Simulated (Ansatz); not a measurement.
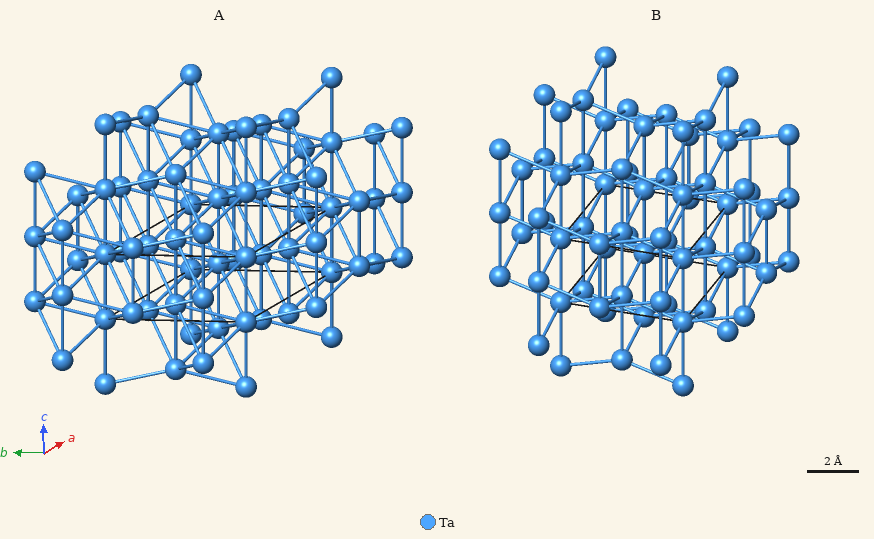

Two geometries of crystalline Ta (a generated structure, set up in I4_1/amd), drawn at one scale. One is the start of a relaxation, the other its converged end. A ball-and-stick model of the conventional cell (2 times the calculation's cell), repeated 1 × 1 × 2 with one cell outlined, seen from a free direction. Lengths and directions refer to the drawn axes.

Theory: DFT, PBE, plane waves (420 eV) with PAW, scalar-relativistic (Ansatz). Settings: plane-wave cutoff 420 eV; k-point mesh 13 × 13 × 9; occupations fermi dirac; smearing width 0.1 eV; no spin polarisation; cell and atoms relaxed; force threshold 0.01 eV/Å; at most 60 steps.

Q: Which geometry has the lower energy?

A: Structure A is the relaxed one. Phase: beta-Sn type. Over 15 accepted moves (18 points after the start) the energy falls by 1.300 eV per cell of the calculation. The largest force component goes from 0.00071 to 0.00083 eV/Å. The pressure goes from 6.19 to 0.01 GPa. The line search rejected the trial step at point 1 of the run. At 2 points the geometry stayed and the basis and grid were re-selected for the new cell (energy shift of 39.0 meV per cell of the calculation at most each time). No atom moves by more than 0.005 Å relative to the cell. Cell: a = b 5.179 → 5.613 Å (+8.4 %), c 2.828 → 2.887 Å (+2.1 %), γ 90.0° → 124.8°. Volume −1.5 %. Near-neighbour distances that change, for instance: Ta–Ta 3.926 → 2.976 Å, Ta–Ta 2.685 → 2.899 Å, Ta–Ta 3.347 → 3.545 Å, Ta–Ta 2.828 → 2.887 Å. New bonds form: Ta–Ta (3.93 → 2.98 Å). Bond angles that change, for instance: Ta–Ta–Ta 94.0° → 126.6°, Ta–Ta–Ta 94.0° → 61.8°. The space group (tolerance 0.01 Å) goes from I4_1/amd (No. 141) to Fddd (No. 70).
